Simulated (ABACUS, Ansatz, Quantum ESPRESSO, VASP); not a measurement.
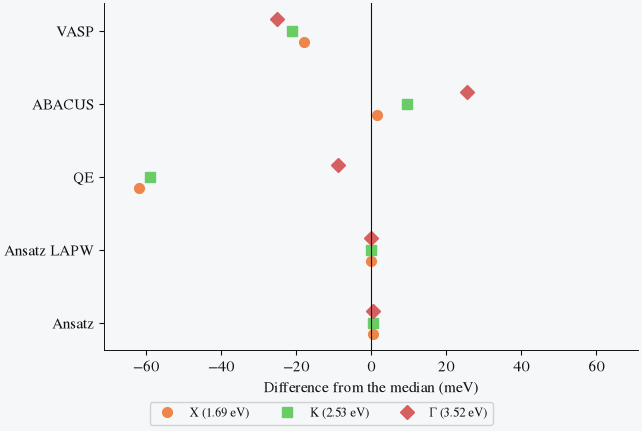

Lowest conduction level at each named k point, counted from the valence-band top at Γ, for zincblende BeTe, space group F-43m, 2 atoms in the primitive cell, volume scaled by a factor 0.94; cubic a = 5.427 Å. Five runs by four programs used PBE (no spin polarisation, no spin-orbit coupling) on the same cell and 8×8×8 k mesh. The plot shows each result less the median of the plane-wave and all-electron runs, which the legend gives. The cell is at 9 GPa in Ansatz.

### What spread should one expect between these programs?

The plane-wave and all-electron programs (Ansatz, Quantum ESPRESSO, ABACUS, Ansatz LAPW and VASP) agree within 69 meV at these points; their potentials differ as well, also in the shells treated as valence.

```
         program          kind  valence electrons  X (eV)  K (eV)  Γ (eV)
          Ansatz   plane waves                 18   1.694   2.528   3.521
     Ansatz LAPW  all-electron                  –   1.694   2.527   3.521
Quantum ESPRESSO   plane waves                 10   1.632   2.469   3.512
          ABACUS   plane waves                 20   1.695   2.537   3.546
            VASP   plane waves                  8   1.675   2.506   3.496
```

Settings. Ansatz PAW, 420 eV cutoff, Fermi-Dirac smearing of 0.05 eV (Ansatz). all-electron LAPW, Fermi-Dirac smearing of 0.05 eV (Ansatz 0.2.0). SSSP 1.3 efficiency PBE, 748 eV cutoff, Fermi-Dirac smearing of 0.05 eV (Quantum ESPRESSO). PseudoDojo NC SR 0.4.1 PBE standard, 1211 eV cutoff, Fermi-Dirac smearing of 0.05 eV (ABACUS 3.10.1). VASP PAW PBE potentials, release 64 (Te, Be), 520 eV cutoff, Fermi-Dirac smearing of 0.05 eV (VASP 6.6.1).

Spin-orbit coupling is left out, which matters for Te. LDA, GGA and most meta-GGA functionals understate gaps.
